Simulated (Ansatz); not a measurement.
System: GaSb, space group P6_3/mmc (No. 194), 4 atoms in the cell.

```
Ga Sb
1.0
     3.97879    0.00000    0.00000
    -1.98939    3.44573    0.00000
     0.00000    0.00000    7.16215
Ga Sb
2 2
Direct
  0.00000 0.00000 0.00000
  0.00000 0.00000 0.50000
  0.33333 0.66667 0.75000
  0.66667 0.33333 0.25000
```

Method: DFT PBE, scalar-relativistic, plane waves, PAW, no spin polarisation, 15×15×8 k mesh, 420 eV cutoff (Ansatz 0.2.0).

Predict the main features of the band structure and density of states. The path is Γ–M–K–Γ–A–L–H–A|L–M|H–K.

A metal: 6 bands cross the Fermi level along this path. At H the nearest levels lie 0.24 eV below and 1.83 eV above the Fermi level. The density of states at the Fermi level is about 2.3 per eV and cell (mean within 0.25 eV), or 0.57 per atom. By projected weight, the states within 0.3 eV of the Fermi level are Sb (65 %) and Ga (35 %).

The structure is an invented one, so it need not be a known or stable phase.

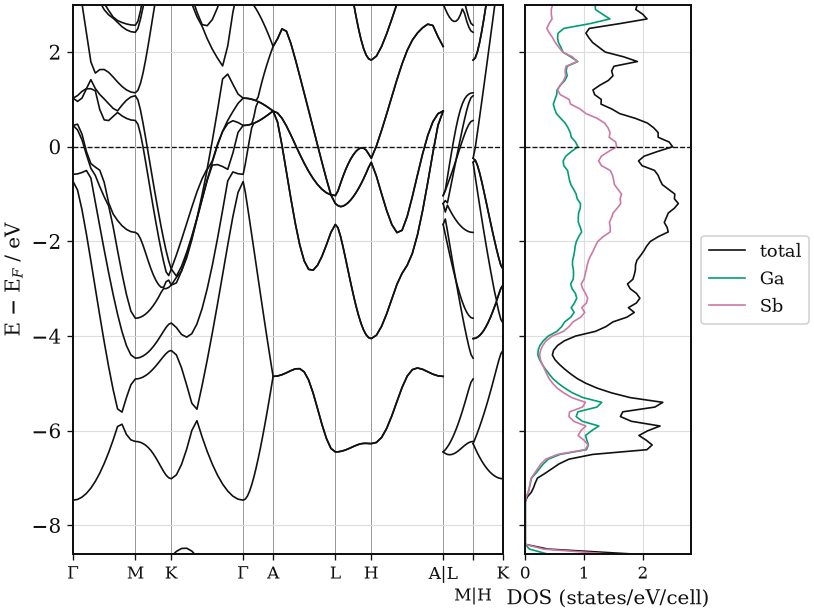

Band structure and density of states. Energies are counted from the Fermi level. The partial curves are projected on Löwdin-orthogonalised atomic shells.
